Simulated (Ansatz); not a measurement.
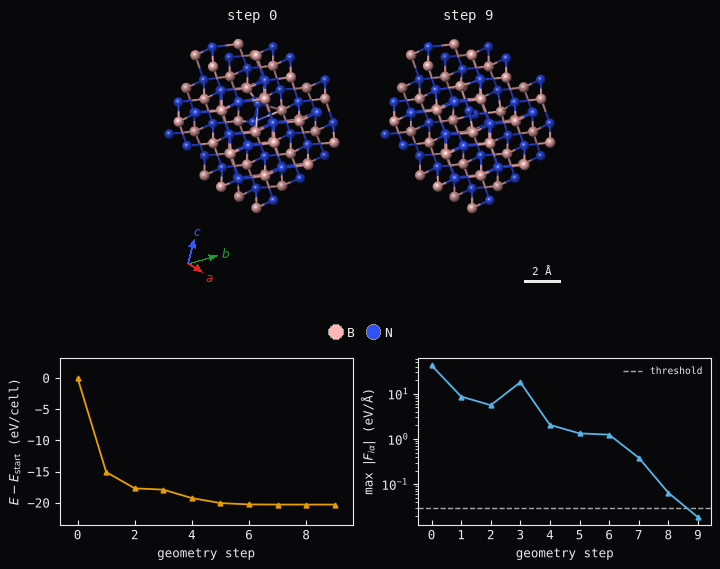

First and last geometry of a relaxation of a defect cell of composition B$_{64}$N$_{65}$ (cell charge +1), with the history of the run. Style: ball-and-stick. Shown: the atoms within 5.0 Å of the atom that moves most (axes of the cell of the calculation (origin shifted)), slightly off an axis.

Level of theory: DFT, PBEsol, PAW, plane waves (Ansatz). (plane-wave cutoff 420 eV; k-point mesh 1 × 1 × 1; mesh shifted by (0.25, 0.25, 0.25); no spin polarisation; atoms relaxed in a fixed cell; force threshold 0.03 eV/Å; at most 80 steps)

Q: Read the history and describe the run.

A: It converged. The atom that moves furthest is an N atom (0.52 Å roughly along [−1 1 1]). Largest moves by element: N 0.52 Å, B 0.29 Å. The lattice vectors keep their values. Some distances before and after: B–N 1.014 → 1.472 Å, B–N 1.762 → 2.214 Å, B–N 1.037 → 1.469 Å, B–N 1.785 → 2.212 Å. Bond angles that change, for instance: B–N–N 65.9° → 109.6°, B–N–N 66.6° → 109.3°, N–B–N 118.8° → 101.9°. After 9 geometry steps the energy has fallen by 20.286 eV per cell of the calculation. Largest force component: 42 eV/Å at the start, 0.019 eV/Å at the end.

| step | E − E(0), meV/atom | largest force component, eV/Å |
| --- | --- | --- |
| 0 | 0.00 | 42.4791 |
| 1 | -116.84 | 8.6730 |
| 2 | -137.06 | 5.5889 |
| 3 | -138.70 | 17.9414 |
| 4 | -149.19 | 2.0475 |
| 5 | -155.37 | 1.3316 |
| 6 | -157.07 | 1.2466 |
| 7 | -157.23 | 0.3851 |
| 8 | -157.25 | 0.0648 |
| 9 | -157.26 | 0.0186 |

Limits of the set-up: the cell is charged, on a uniform background, and energies carry no finite-size correction.
